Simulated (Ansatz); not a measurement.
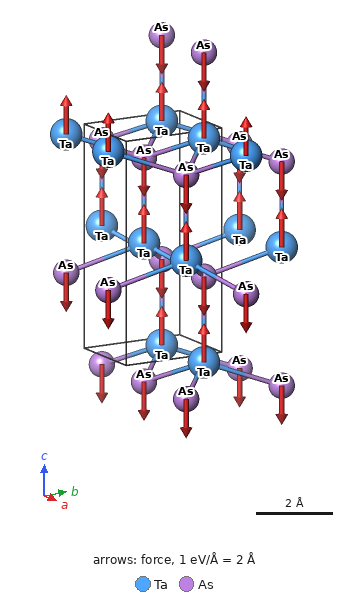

Starting geometry of a crystal of TaAs (built on the wurtzite_186 type) (coarse preliminary run) with the computed forces as red arrows. A ball-and-stick model of the cell of the calculation, repeated 2 × 1 × 1 with one cell outlined, seen slightly off an axis.

Case: wurtzite type (P6_3mc, No. 186).

All numbers below come from DFT PBE, scalar-relativistic, plane waves, PAW in Ansatz 0.2.0.

Input
```yaml
crystal:
  lattice:
    - [3.7485300717, 0.0, 0.0]
    - [-1.8742650358, 3.2463222689, 0.0]
    - [0.0, 0.0, 6.0031416408]
  atoms:
    - { symbol: Ta, position: [0.3333333333, 0.6666666667, 0.0] }
    - { symbol: Ta, position: [0.6666666667, 0.3333333333, 0.5] }
    - { symbol: As, position: [0.3333333333, 0.6666666667, 0.3821] }
    - { symbol: As, position: [0.6666666667, 0.3333333333, 0.8821] }
basis:
  ecutwfc: 420
kpoints:
  mp_grid: { grid: [6, 6, 4] }
hamiltonian:
  xc: pbe
scf:
  occupations: { method: gaussian, width: 0.1 }
  lower_state_search: "off"
output:
  forces: true
  stress: true
  eigenvalues: true
relax:
  adjacent_minimum: "off"
  f_tol: 0.04
  max_steps: 70
  cell: { stress_tol: 0.4 }
```

Run as
```bash
ansatz run input.yaml --threads 1 --pin off --max-ram 2560MiB --backend cpu --events-out ev --progress --plain --runs-dir out
```

Is this structure relaxed? If not, where do the atoms go?

Answer. It isn't relaxed: the largest force vector, on Ta atoms, is 0.53 eV/Å. The atoms end up moving mostly along the starting forces (cosine between the two patterns 1.00). Over 13 accepted moves (15 points after the start) the energy falls by 4.637 eV per cell of the calculation. The largest force component goes from 0.53 to 0.00012 eV/Å. Pressure: 54.41 GPa at the start and 0.02 GPa at the end. The SCF was repeated twice at an unchanged geometry on a basis and grid sized afresh for the cell, which shifted the energy by 0.220 eV per cell of the calculation at most. The largest moves relative to the cell, 0.34 Å, are those of Ta1, Ta2, As3 and As4. As4 goes along −c. By element the largest moves are As 0.34 Å, Ta 0.34 Å. The volume changes by +12.8 %, with a = b 3.749 → 3.357 Å (−10.4 %), c 6.003 → 8.442 Å (+40.6 %). Among the contacts that change: Ta1–Ta1 3.749 → 3.357 Å, Ta1–As4 2.277 → 2.568 Å, Ta1–As3 2.294 → 2.536 Å. Bond angles that change, for instance: As4–Ta1–As4 110.8° → 81.6°, Ta2–As3–Ta2 110.8° → 81.6°, As3–Ta1–As4 108.1° → 131.0°. The space group stays P6_3mc (No. 186).
